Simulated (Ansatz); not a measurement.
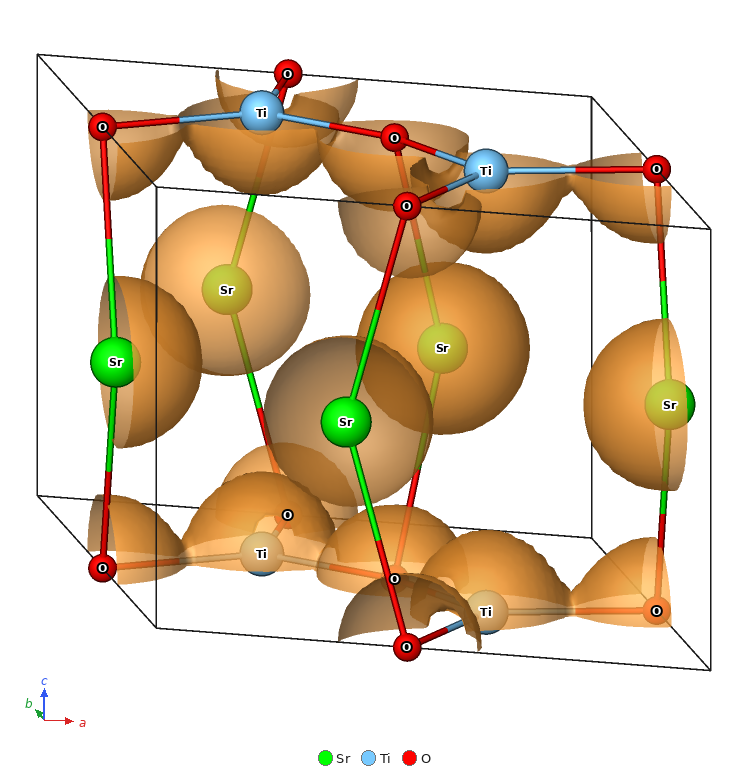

Sr3Ti2O3. Isosurface of the valence electron density at 0.6 e/Å³ (orange), seen slightly off an axis. Sticks mark near contacts.

Space group P-62m; a structure from a database of computed crystals, not necessarily the ambient phase; a generated structure, not necessarily the stable one; spin-polarised.

The calculation used DFT PBE, scalar-relativistic, plane waves, PAW in Ansatz 0.2.0.

In a PAW calculation such maps are meaningful between the atoms, not at the nuclei.

```
Sr Ti O
1.0
     6.67581    0.00000    0.00000
    -3.33791    5.78142    0.00000
     0.00000    0.00000    5.19069
Sr Ti O
3 2 3
Cartesian
  2.2859 0.0000 2.5953
  2.1950 3.8018 2.5953
  -1.1429 1.9796 2.5953
  0.0000 3.8543 0.0000
  3.3379 1.9271 0.0000
  3.0221 0.0000 0.0000
  1.8268 3.1642 0.0000
  -1.5111 2.6172 0.0000
```

Q: Which contacts does the surface bridge?

A: At this value the density is joined into sheets; it holds about 75 % of the electrons treated as valence (semicore included). It bridges the shortest Ti–O (1.95 Å) contacts, where the density stays above the isovalue. It is pinched off along the shortest Sr–O (2.70 Å) contacts. On the grid the lowest density along these lines, outside the cores, is 0.69 e/Å³ (Ti–O, 1.95 Å) and 0.16 e/Å³ (Sr–O, 2.70 Å).

Q: Metal or insulator at this level of theory?

A: It is metallic or semimetallic at this level of theory: no gap opens; semilocal functionals without U, or without the true magnetic order, often close the gap of such compounds.

Q: How much charge does the calculation move between the atoms?

A: Electrons move from Sr and Ti towards O. Bader charges: Sr +0.80, Ti +0.92 and O −1.39 e.
